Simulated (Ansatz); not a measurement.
**interstitial Cu in Al: hop to the nearest equivalent void, part 1 of 2**

Wanted: the energy profile along the hop to the nearest equivalent void, from relaxed end points and a band of images. The host cell (fcc) has 32 atoms; the extra atom is the last.

Method: DFT PBEsol, plane waves, PAW, scalar-relativistic, no spin polarisation, in Ansatz 0.2.0.

**1. Starting point**

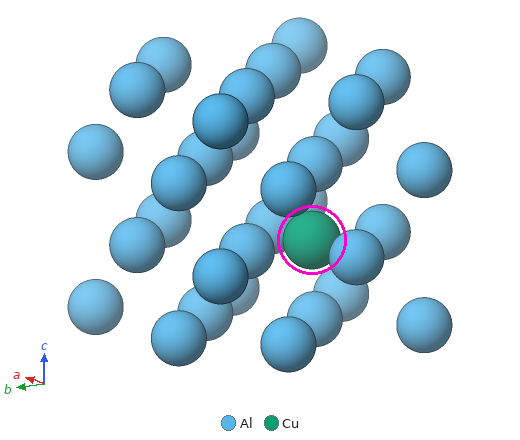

Start, viewed from a free direction; aluminium blue, copper teal. Each atom of the cell is drawn once, at one copy chosen for all pictures, so bonds across the cell's faces may be missing. Ringed: Cu33.

Its coordinates follow in the input file.

**2. Relaxing end A**

input.yaml reads:

```yaml
crystal:
  lattice:
    - [8.1, 0.0, 0.0]
    - [0.0, 8.1, 0.0]
    - [0.0, 0.0, 8.1]
  atoms:
    - { symbol: Al, position: [0.5, 0.0, 0.0] }
    - { symbol: Al, position: [0.75, 0.25, 0.0] }
    - { symbol: Al, position: [0.75, 0.0, 0.25] }
    - { symbol: Al, position: [0.0, 0.0, 0.0] }
    - { symbol: Al, position: [0.25, 0.25, 0.0] }
    - { symbol: Al, position: [0.5, 0.5, 0.0] }
    - { symbol: Al, position: [0.75, 0.75, 0.0] }
    - { symbol: Al, position: [0.25, 0.0, 0.25] }
    - { symbol: Al, position: [0.5, 0.25, 0.25] }
    - { symbol: Al, position: [0.75, 0.5, 0.25] }
    - { symbol: Al, position: [0.5, 0.0, 0.5] }
    - { symbol: Al, position: [0.75, 0.25, 0.5] }
    - { symbol: Al, position: [0.75, 0.0, 0.75] }
    - { symbol: Al, position: [0.0, 0.5, 0.0] }
    - { symbol: Al, position: [0.25, 0.75, 0.0] }
    - { symbol: Al, position: [0.0, 0.25, 0.25] }
    - { symbol: Al, position: [0.25, 0.5, 0.25] }
    - { symbol: Al, position: [0.5, 0.75, 0.25] }
    - { symbol: Al, position: [0.0, 0.0, 0.5] }
    - { symbol: Al, position: [0.25, 0.25, 0.5] }
    - { symbol: Al, position: [0.5, 0.5, 0.5] }
    - { symbol: Al, position: [0.75, 0.75, 0.5] }
    - { symbol: Al, position: [0.25, 0.0, 0.75] }
    - { symbol: Al, position: [0.5, 0.25, 0.75] }
    - { symbol: Al, position: [0.75, 0.5, 0.75] }
    - { symbol: Al, position: [0.0, 0.75, 0.25] }
    - { symbol: Al, position: [0.0, 0.5, 0.5] }
    - { symbol: Al, position: [0.25, 0.75, 0.5] }
    - { symbol: Al, position: [0.0, 0.25, 0.75] }
    - { symbol: Al, position: [0.25, 0.5, 0.75] }
    - { symbol: Al, position: [0.5, 0.75, 0.75] }
    - { symbol: Al, position: [0.0, 0.75, 0.75] }
    - { symbol: Cu, position: [0.0038744, 0.7581804, 0.0051389] }
basis:
  ecutwfc: 420.0
kpoints:
  mp_grid: { grid: [2, 2, 2] }
hamiltonian:
  xc: pbesol
  pseudopotentials: { kind: paw, azcp: { folder: soft_1 } }
scf:
  occupations: { method: fermi_dirac, width: 0.05 }
  lower_state_search: "off"
relax:
  f_tol: 0.03
  max_steps: 60
  adjacent_minimum: "off"
output:
  write_density: true
  write_potential: true
  elf: true
  volumetric_format: npy
```

On the command line:

```sh
$ ansatz run input.yaml --threads 2 --pin off --max-ram 5120MiB --backend cpu --events-out ev --progress --plain --runs-dir out
```

What it wrote, shortened:

```text
Warning: <dir> the record states the generating functional pbe (its physics header spells it `PBE`), which answers neither for hamiltonian.xc's functional nor for the pbesol family's — results may be inconsistent (PPs are generated against a specific XC)
[...]
Warning: RAYON_NUM_THREADS=2 ignored (pool sized by the plan → 2); use --threads N
[...]
Pseudopotentials: kind: paw
Pseudopotential: Al, paw, valence charge 3, recommended cutoff 420 eV (normal), <dir>
Pseudopotential: Cu, paw, valence charge 19, recommended cutoff 420 eV (normal), <dir>
Functional definition: PBEsol
[...]
Crystal: 33 atoms, lattice volume = 531.441 Å³
Basis set: ecut = 420 eV, 10395 PW (Γ), exchange–correlation on 120×120×120 points (8 copies of the dense FFT grid, shifted against one another)
Bands: 91, of which v1, the nominal top of the filled ones, is band 58 counted from 1 (57 counted from 0)
Symmetry: 1 space group operations
Space group: P1 (ITA 1), of the structure as read, at distance tolerance 8.1e-5 Å
k-points: 8
[...]
SCF iter   1: F=—  HF=-23378.950934 eV  |F-HF|=—  |Δ(HF+E_count)|=         —  Δρ=1.62e-1  dr2=1.13e2  ethr=3.10e-3  ⟨swp⟩=6.1  Hψ=3125  notcnv=0  defer=25
[...]
relax step   1: F+E_penalty+E_count = -23369.59608658 eV  Δ(F+E_penalty+E_count) = +0.000e0 eV  max|allowed force component| = 6.301e0 eV/Å  Δτ_max = 0.0000 Å  (9 SCF iters, dr2 threshold 2.25e-5 eV, accepted)
[...]
relax step   3: F+E_penalty+E_count = -23373.55308238 eV  Δ(F+E_penalty+E_count) = -4.902e-1 eV  max|allowed force component| = 4.702e-1 eV/Å  Δτ_max = 0.0921 Å  (6 SCF iters, dr2 threshold 1.00e-4 eV, accepted)
[...]
relax step   4: F+E_penalty+E_count = -23373.62317963 eV  Δ(F+E_penalty+E_count) = -7.010e-2 eV  max|allowed force component| = 1.597e-2 eV/Å  Δτ_max = 0.0503 Å  (6 SCF iters, dr2 threshold 1.44e-5 eV, accepted)
[...]
SCF iter   4: F=-23373.623180 eV  HF=-23373.623180 eV  |F-HF|=2.09e-8  |Δ(HF+E_count)|=   1.08e-7  Δρ=1.88e-6  dr2=3.36e-8  ethr=8.70e-11  ⟨swp⟩=5.9  Hψ=3552  notcnv=0
[...]
```

**3. The log goes on: end point A relaxed**

The log, continued, shortened:

```text
relax step   5: F+E_penalty+E_count = -23373.62317994 eV  Δ(F+E_penalty+E_count) = -3.173e-7 eV  max|allowed force component| = 1.588e-2 eV/Å  Δτ_max = 0.0000 Å  (4 SCF iters, accepted)
NSCF: frozen V_eff on 8 k-points
[...]
SCF converged after 4 iterations
Free energy (F): -23373.623180 eV
[...]
E sigma→0 (E₀):  -23373.562541 eV
Entropy (-TS):   -0.121279 eV (-3.675 meV/atom)
Fermi energy:    7.849691 eV
[...]
--- Forces (eV/Å), atoms counted from 1 ---
  atom   1  Al     0.00063768     0.01487289     0.00040429
  atom   2  Al    -0.01235336     0.00113772     0.00040640
  atom   3  Al    -0.00895687     0.00784809     0.00821162
  atom   4  Al     0.00064737    -0.01587873     0.00085486
  atom   5  Al     0.01411043     0.00133695     0.00042806
  atom   6  Al     0.00053942    -0.01106175     0.00034942
  atom   7  Al     0.00144857     0.00047794     0.00028206
[...]
    - { symbol: Al, position: [0.2534683760781785, 0.003615690885367734, 0.7468415511118072] }
    - { symbol: Al, position: [0.4999979591524629, 0.24999678761453048, 0.7474731763584955] }
    - { symbol: Al, position: [0.7460672093019987, 0.49620936296444773, 0.7461086620797034] }
    - { symbol: Al, position: [-0.00011453430146255237, 0.749758199838766, 0.290002557502279] }
    - { symbol: Al, position: [9.0324249950637e-5, 0.49062354492478, 0.500389079799077] }
    - { symbol: Al, position: [0.25949818592272983, 0.7501792317664656, 0.5003773608195177] }
    - { symbol: Al, position: [8.868899656859332e-5, 0.2506289135957637, 0.7405950870697182] }
    - { symbol: Al, position: [0.2539742360876304, 0.4964275166200955, 0.7463250638821639] }
    - { symbol: Al, position: [0.5002967321781752, 0.750188107887036, 0.7406005904168963] }
    - { symbol: Al, position: [-8.502258899241142e-5, 0.7498130474469902, 0.7119536802134798] }
    - { symbol: Cu, position: [0.0009207153355569427, 0.7519456234279558, 0.0011985863526328751] }
```

Run time: 57 s. Hardware: 2 threads of Arm Neoverse V2, shared host; peak memory 1.1 GiB.

Step by step:

```tsv
step	energy from step 1 (eV/cell)	largest force component (eV/Å)
1	0.0000	6.3012
2	-3.4668	1.6085
3	-3.9570	0.4702
4	-4.0271	0.0160
5	-4.0271	0.0159
```

Step 1 is the start. Step 5 solves the same geometry again.

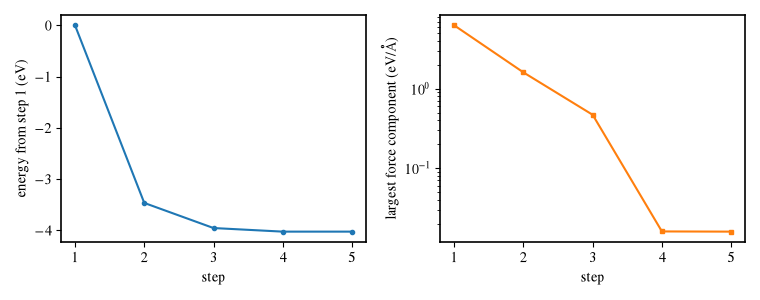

How energy and force went from step to step.

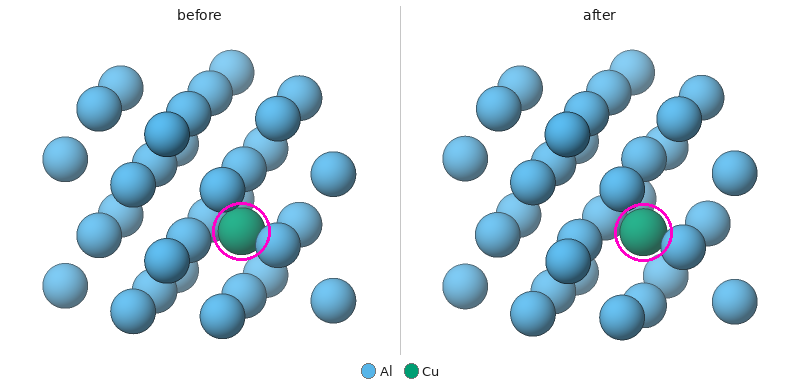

Before and after, at one scale. Each atom of the cell is drawn once, at one copy chosen for all pictures, so bonds across the cell's faces may be missing.

The largest move, 0.33 Å, is shared by several atoms, Al4 among them.

**4. End point B**

The second end starts from a geometry with the move made by hand.

input.yaml: that of step 2 with these lines changed.

```diff
@@ -38,3 +38,3 @@
     - { symbol: Al, position: [0.0, 0.75, 0.75] }
-    - { symbol: Cu, position: [0.0038744, 0.7581804, 0.0051389] }
+    - { symbol: Cu, position: [-0.23528982, 0.98940675, 0.00424406] }
 basis:
@@ -53,6 +53 @@
   adjacent_minimum: "off"
-output:
-  write_density: true
-  write_potential: true
-  elf: true
-  volumetric_format: npy
```

On the command line:

```sh
$ ansatz run input.yaml --threads 2 --pin off --max-ram 5120MiB --backend cpu --events-out ev --progress --plain --runs-dir out
```

What it wrote, shortened:

```text
Warning: <dir> the record states the generating functional pbe (its physics header spells it `PBE`), which answers neither for hamiltonian.xc's functional nor for the pbesol family's — results may be inconsistent (PPs are generated against a specific XC)
[...]
Warning: RAYON_NUM_THREADS=2 ignored (pool sized by the plan → 2); use --threads N
[...]
[... 4 set-up lines as earlier in the session ...]
[...]
Crystal: 33 atoms, lattice volume = 531.441 Å³
Basis set: ecut = 420 eV, 10395 PW (Γ), exchange–correlation on 120×120×120 points (8 copies of the dense FFT grid, shifted against one another)
Bands: 91, of which v1, the nominal top of the filled ones, is band 58 counted from 1 (57 counted from 0)
[... 2 set-up lines as earlier in the session ...]
k-points: 8
[...]
SCF iter   1: F=—  HF=-23378.568238 eV  |F-HF|=—  |Δ(HF+E_count)|=         —  Δρ=1.59e-1  dr2=1.09e2  ethr=3.10e-3  ⟨swp⟩=6.4  Hψ=3077  notcnv=0  defer=26
[...]
relax step   1: F+E_penalty+E_count = -23369.37615901 eV  Δ(F+E_penalty+E_count) = +0.000e0 eV  max|allowed force component| = 7.575e0 eV/Å  Δτ_max = 0.0000 Å  (8 SCF iters, dr2 threshold 2.25e-5 eV, accepted)
[...]
relax step   2: F+E_penalty+E_count = -23372.95326639 eV  Δ(F+E_penalty+E_count) = -3.577e0 eV  max|allowed force component| = 2.160e0 eV/Å  Δτ_max = 0.1996 Å  (6 SCF iters, dr2 threshold 1.00e-4 eV, accepted)
[...]
relax step   3: F+E_penalty+E_count = -23373.61412133 eV  Δ(F+E_penalty+E_count) = -6.609e-1 eV  max|allowed force component| = 1.681e-1 eV/Å  Δτ_max = 0.1841 Å  (6 SCF iters, dr2 threshold 1.00e-4 eV, accepted)
[...]
SCF iter   2: F=—  HF=-23373.624628 eV  |F-HF|=—  |Δ(HF+E_count)|=   2.11e-3  Δρ=4.03e-4  dr2=4.40e-3  ethr=1.45e-5  ⟨swp⟩=1.0  Hψ=840  notcnv=0  defer=140
```

**5. More of the same log: end point B relaxed**

The log, continued, shortened:

```text
SCF iter   3: F=—  HF=-23373.623850 eV  |F-HF|=—  |Δ(HF+E_count)|=   7.78e-4  Δρ=2.83e-4  dr2=2.72e-4  ethr=3.82e-6  ⟨swp⟩=2.0  Hψ=796  notcnv=0  defer=140
[...]
relax step   4: F+E_penalty+E_count = -23373.62369341 eV  Δ(F+E_penalty+E_count) = -9.572e-3 eV  max|allowed force component| = 1.422e-2 eV/Å  Δτ_max = 0.0170 Å  (6 SCF iters, dr2 threshold 1.77e-6 eV, accepted)
[...]
relax step   5: F+E_penalty+E_count = -23373.62369341 eV  Δ(F+E_penalty+E_count) = -9.932e-10 eV  max|allowed force component| = 1.420e-2 eV/Å  Δτ_max = 0.0000 Å  (2 SCF iters, accepted)
SCF converged after 2 iterations
Free energy (F): -23373.623693 eV
[...]
E sigma→0 (E₀):  -23373.562588 eV
Entropy (-TS):   -0.122211 eV (-3.703 meV/atom)
Fermi energy:    7.849895 eV
[...]
--- Forces (eV/Å), atoms counted from 1 ---
  atom   1  Al    -0.01420180     0.00037822    -0.00020693
[...]
    - { symbol: Al, position: [0.2504615886202914, -0.0003608737316814497, 0.7402396699393703] }
    - { symbol: Al, position: [0.49645951949881933, 0.2536738196549235, 0.7461242488593783] }
    - { symbol: Al, position: [0.7504856734703604, 0.4996825195740498, 0.740239885695439] }
    - { symbol: Al, position: [0.004316518257317001, 0.7458181818027695, 0.2539672360155158] }
    - { symbol: Al, position: [0.003679714266028088, 0.4997099011426905, 0.5001222948160384] }
    - { symbol: Al, position: [0.25039531557745975, 0.7464300498093277, 0.5001240156554596] }
    - { symbol: Al, position: [0.004369940719556308, 0.2535699455351786, 0.746231473168436] }
    - { symbol: Al, position: [0.2503940693758781, 0.4997061237681529, 0.7468916493970048] }
    - { symbol: Al, position: [0.49652745871146076, 0.7457209034230871, 0.7461945428463592] }
    - { symbol: Al, position: [0.004324678347433774, 0.7458074640493628, 0.7462885951135132] }
    - { symbol: Cu, position: [-0.24939019653961467, 0.9996057308503375, 0.0001388658961785408] }
```

Run time: 41 s. Hardware: 2 threads of Arm Neoverse V2, shared host; peak memory 1.1 GiB.

The steps of the relaxation:

```tsv
step	energy from step 1 (eV/cell)	largest force component (eV/Å)
1	0.0000	7.5749
2	-3.5771	2.1602
3	-4.2380	0.1681
4	-4.2475	0.0142
5	-4.2475	0.0142
```

Step 1 is the start. Step 5 solves the same geometry again.

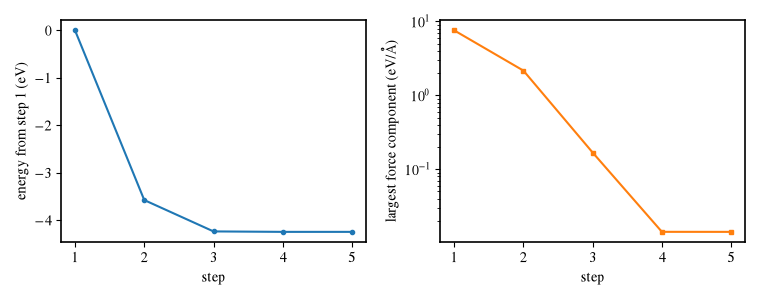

How energy and force went from step to step.

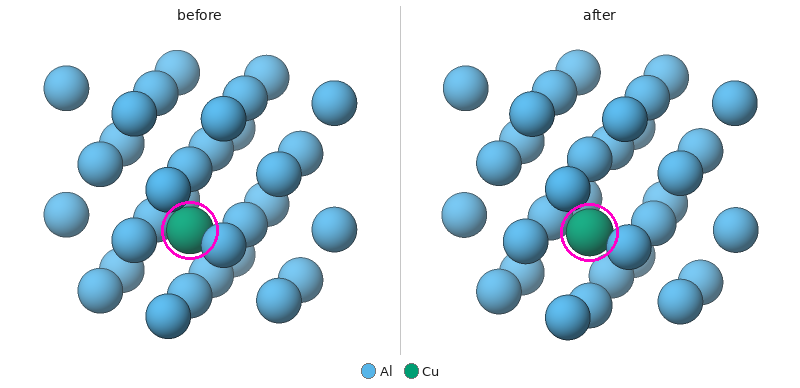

The structure before (left) and after (right), drawn at the same scale. Each atom of the cell is drawn once, at one copy chosen for all pictures, so bonds across the cell's faces may be missing.

The largest move, 0.32 Å, is shared by several atoms, Al4 among them.

**6. The band**

crystal.atoms is end A as relaxed above, and neb.final_atoms is end B. With 5 inner images the band has 7 in all.

input.yaml reads:

```yaml
crystal:
  lattice:
    - [8.1, 0.0, 0.0]
    - [0.0, 8.1, 0.0]
    - [0.0, 0.0, 8.1]
  atoms:
    - { symbol: Al, position: [0.50028634, 0.00954082, 0.00011422] }
    - { symbol: Al, position: [0.7405813, 0.25062727, 0.00011891] }
    - { symbol: Al, position: [0.74687683, 0.00353812, 0.25343228] }
    - { symbol: Al, position: [-0.00012605, 0.04061964, -0.00016097] }
    - { symbol: Al, position: [0.25949856, 0.25060704, 0.00011481] }
    - { symbol: Al, position: [0.50029715, 0.49062669, 0.00012213] }
    - { symbol: Al, position: [0.71172757, 0.74980738, -0.00011322] }
    - { symbol: Al, position: [0.25311564, 0.00326495, 0.25315802] }
    - { symbol: Al, position: [0.49998693, 0.24997452, 0.25271078] }
    - { symbol: Al, position: [0.74635054, 0.49649623, 0.25394912] }
    - { symbol: Al, position: [0.49998417, 0.00275943, 0.49998325] }
    - { symbol: Al, position: [0.74744777, 0.24999361, 0.49999896] }
    - { symbol: Al, position: [0.74654363, 0.00386408, 0.74658706] }
    - { symbol: Al, position: [-7.512e-05, 0.46255392, -9.673e-05] }
    - { symbol: Al, position: [0.2897732, 0.74976577, -0.0001411] }
    - { symbol: Al, position: [8.478e-05, 0.25060425, 0.25951351] }
    - { symbol: Al, position: [0.25367251, 0.49673798, 0.25371413] }
    - { symbol: Al, position: [0.50028787, 0.75017932, 0.25951229] }
    - { symbol: Al, position: [8.423e-05, 0.00954158, 0.50037395] }
    - { symbol: Al, position: [0.25268803, 0.24997647, 0.49998803] }
    - { symbol: Al, position: [0.50000194, 0.49752904, 0.50000621] }
    - { symbol: Al, position: [0.7405837, 0.75018628, 0.50038786] }
    - { symbol: Al, position: [0.25346838, 0.00361569, 0.74684155] }
    - { symbol: Al, position: [0.49999796, 0.24999679, 0.74747318] }
    - { symbol: Al, position: [0.74606721, 0.49620936, 0.74610866] }
    - { symbol: Al, position: [-0.00011453, 0.7497582, 0.29000256] }
    - { symbol: Al, position: [9.032e-05, 0.49062354, 0.50038908] }
    - { symbol: Al, position: [0.25949819, 0.75017923, 0.50037736] }
    - { symbol: Al, position: [8.869e-05, 0.25062891, 0.74059509] }
    - { symbol: Al, position: [0.25397424, 0.49642752, 0.74632506] }
    - { symbol: Al, position: [0.50029673, 0.75018811, 0.74060059] }
    - { symbol: Al, position: [-8.502e-05, 0.74981305, 0.71195368] }
    - { symbol: Cu, position: [0.00092072, 0.75194562, 0.00119859] }
basis:
  ecutwfc: 420.0
kpoints:
  mp_grid: { grid: [2, 2, 2] }
hamiltonian:
  xc: pbesol
  pseudopotentials: { kind: paw, azcp: { folder: soft_1 } }
scf:
  occupations: { method: fermi_dirac, width: 0.05 }
  lower_state_search: "off"
neb:
  images: 5
  f_tol: 0.03
  initial_path: idpp
  max_iterations: 38
  final_atoms:
    - { symbol: Al, position: [0.46154121, -0.00029983, 0.000128] }
    - { symbol: Al, position: [0.75038968, 0.28865755, 0.00012458] }
    - { symbol: Al, position: [0.7504159, -0.00030505, 0.28914506] }
    - { symbol: Al, position: [0.03959793, -0.00030915, 0.00012433] }
    - { symbol: Al, position: [0.25046553, 0.25956833, 0.00014582] }
    - { symbol: Al, position: [0.49055329, 0.49968519, 0.00014478] }
    - { symbol: Al, position: [0.75042694, 0.71059705, 0.00012545] }
    - { symbol: Al, position: [0.25045449, -0.00036259, 0.26001202] }
    - { symbol: Al, position: [0.49648174, 0.25365155, 0.25412288] }
    - { symbol: Al, position: [0.750488, 0.4996848, 0.26000889] }
    - { symbol: Al, position: [0.49055759, -0.00035579, 0.50011783] }
    - { symbol: Al, position: [0.75048275, 0.25956518, 0.50011987] }
    - { symbol: Al, position: [0.75039434, -0.00029389, 0.71111739] }
    - { symbol: Al, position: [0.01030304, 0.49966843, 0.00014643] }
    - { symbol: Al, position: [0.25046062, 0.73980714, 0.00014714] }
    - { symbol: Al, position: [0.00435725, 0.25355321, 0.25402023] }
    - { symbol: Al, position: [0.25039861, 0.49970302, 0.25337791] }
    - { symbol: Al, position: [0.49654484, 0.74573705, 0.25405661] }
    - { symbol: Al, position: [0.01028896, -0.00036211, 0.50012994] }
    - { symbol: Al, position: [0.25038542, 0.25291137, 0.50012145] }
    - { symbol: Al, position: [0.49720853, 0.49971697, 0.50011963] }
    - { symbol: Al, position: [0.75048924, 0.73982457, 0.50012534] }
    - { symbol: Al, position: [0.25046159, -0.00036087, 0.74023967] }
    - { symbol: Al, position: [0.49645952, 0.25367382, 0.74612425] }
    - { symbol: Al, position: [0.75048567, 0.49968252, 0.74023989] }
    - { symbol: Al, position: [0.00431652, 0.74581818, 0.25396724] }
    - { symbol: Al, position: [0.00367971, 0.4997099, 0.50012229] }
    - { symbol: Al, position: [0.25039532, 0.74643005, 0.50012402] }
    - { symbol: Al, position: [0.00436994, 0.25356995, 0.74623147] }
    - { symbol: Al, position: [0.25039407, 0.49970612, 0.74689165] }
    - { symbol: Al, position: [0.49652746, 0.7457209, 0.74619454] }
    - { symbol: Al, position: [0.00432468, 0.74580746, 0.7462886] }
    - { symbol: Cu, position: [-0.2493902, 0.99960573, 0.00013887] }
  order_check: true
```

On the command line:

```sh
$ ansatz run input.yaml --threads 2 --pin off --max-ram 5120MiB --backend cpu --events-out ev --progress --plain --runs-dir out
```

What it wrote, shortened:

```text
Warning: neb: disabling space-group detection — the band's intermediate images generally break the endpoint symmetry, so no spatial operation reduces the k-mesh or symmetrises the density, except that a semilocal band can use its path's symmetry ahead of convergence; time reversal is [...]
Warning: <dir> the record states the generating functional pbe (its physics header spells it `PBE`), which answers neither for hamiltonian.xc's functional nor for the pbesol family's — results may be inconsistent (PPs are generated against a specific XC)
[...]
Warning: RAYON_NUM_THREADS=2 ignored (pool sized by the plan → 2); use --threads N
[...]
[... 4 set-up lines as earlier in the session ...]
[...]
parallel-image band execution: 2 concurrent image workers
NEB image 0
Crystal: 33 atoms, lattice volume = 531.441 Å³
Basis set: ecut = 420 eV, 10395 PW (Γ), exchange–correlation on 120×120×120 points (8 copies of the dense FFT grid, shifted against one another)
[...]
NSCF: frozen V_eff on 8 k-points
NEB end point (image 0): max|allowed force component| = 1.590e-2 eV/Å (the criterion of neb.relax_end_points is 1.000e-2)
NEB end point (image 6): max|allowed force component| = 1.419e-2 eV/Å (the criterion of neb.relax_end_points is 1.000e-2)
NEB image 1
[...]
NEB image 2
[...]
NEB image 3
[...]
NEB image 4
[...]
NEB image 5
[...]
NEB iter   1: max|band force component| = 2.943e0 eV/Å  barrier→ = 2.4233 eV  barrier← = 2.4238 eV  Δτ_max = 0.1963 Å  (92 SCF iters)
[...]
NEB iter   4: max|band force component| = 5.577e-2 eV/Å  barrier→ = 1.2558 eV  barrier← = 1.2564 eV  CI = image 3  Δτ_max = 0.0141 Å  (30 SCF iters)
[...]
NEB iter   7: max|band force component| = 3.014e-2 eV/Å  barrier→ = 1.2542 eV  barrier← = 1.2547 eV  CI = image 3  Δτ_max = 0.0393 Å  (6 SCF iters)
[...]
NEB iter  10: max|band force component| = 7.003e-2 eV/Å  barrier→ = 1.2375 eV  barrier← = 1.2380 eV  CI = image 3  Δτ_max = 0.0393 Å  (30 SCF iters)
[...]
NEB iter  13: max|band force component| = 1.725e-1 eV/Å  barrier→ = 1.0567 eV  barrier← = 1.0572 eV  CI = image 3  Δτ_max = 0.1544 Å  (35 SCF iters)
NEB iter  14: max|band force component| = 6.419e-2 eV/Å  barrier→ = 0.9727 eV  barrier← = 0.9732 eV  CI = image 3  Δτ_max = 0.0674 Å  (33 SCF iters)
NEB iter  15: max|band force component| = 6.232e-2 eV/Å  barrier→ = 0.9675 eV  barrier← = 0.9680 eV  CI = image 3  Δτ_max = 0.0269 Å  (31 SCF iters)
NEB image 1
```

(Continued in part 2 of 2.)
